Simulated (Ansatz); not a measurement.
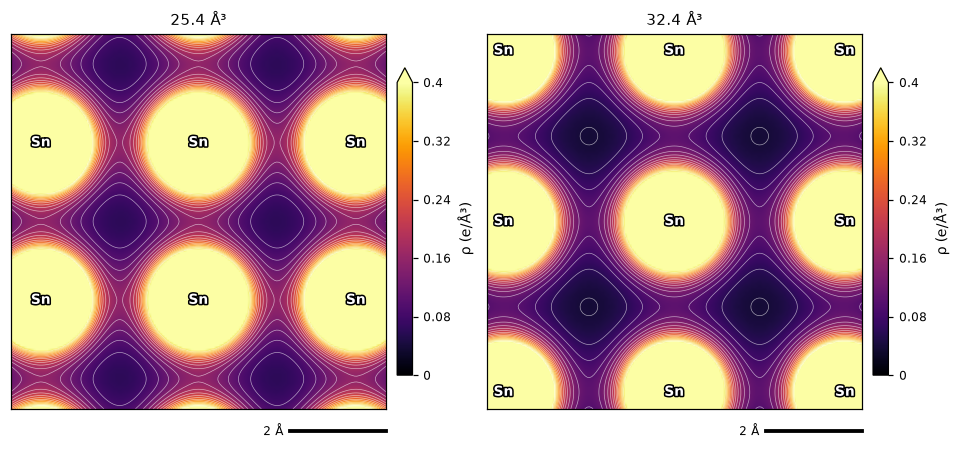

Sn. The valence charge density (pseudo) of cells scaled evenly to different volumes (given per atom above each panel), on the (101) plane of each (indices in the axes of the cell below), at one length scale and on one colour scale.

A generated structure, not necessarily the stable one.

The calculation used DFT, RPBE, plane waves (420 eV) with PAW, scalar-relativistic in Ansatz 0.2.0.

In a PAW calculation such maps are meaningful between the atoms, not at the nuclei.

The largest cell:

```cif
data_structure
_symmetry_space_group_name_H-M 'P 1'
_symmetry_Int_Tables_number 1
_cell_length_a 3.5773
_cell_length_b 3.5773
_cell_length_c 3.5773
_cell_angle_alpha 60.000
_cell_angle_beta 60.000
_cell_angle_gamma 60.000
_cell_volume 32.37
loop_
_atom_site_label
_atom_site_type_symbol
_atom_site_fract_x
_atom_site_fract_y
_atom_site_fract_z
_atom_site_occupancy
Sn1 Sn 0.00000 0.00000 0.00000 1
```

| volume (Å³/atom) | Sn–Sn contact in the plane (Å) | ρ at its midpoint (e/Å³) | pressure (GPa) | 
| --- | --- | --- | --- |
| 25.43 | 3.301 | 0.158 | 7.1 | 
| 28.90 | 3.445 | ? | ? | 
| 32.37 | 3.577 | 0.107 | −3.7 | 

### What values belong in the row with question marks?

Over the known rows ln ρ falls by 1.41 per Å of Sn–Sn distance (the line through the two), which gives 0.129 e/Å³ at 3.445 Å; the calculation gives 0.129 e/Å³. For the pressure, a straight line in volume between the neighbouring rows gives 1.7 GPa; the calculation gives 0.0, lower because pressure rises ever faster on compression.
